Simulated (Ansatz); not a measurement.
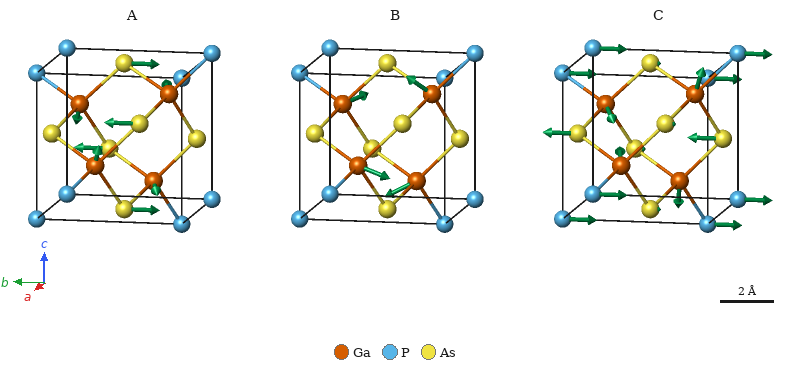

Modes of solid Ga$_{4}$As$_{3}$P (a generated structure), space group P-43m (No. 215), at the zone centre (one member of each degenerate set). Displacements are drawn as green arrows; their common scale and sign are arbitrary. Style: ball-and-stick. Shown: the cell of the calculation, from a free direction.

Level of theory: DFT PBE, scalar-relativistic, plane waves, PAW (Ansatz 0.2.0).

Frequencies are those without the non-analytic (LO–TO) term.

### Give the symmetry species and the selection rules of each.

A is T₁, silent by symmetry (neither infrared- nor Raman-active) (240 cm⁻¹). B is E, Raman-active by symmetry (229 cm⁻¹). C is T₂, infrared- and Raman-active by symmetry (84 cm⁻¹).
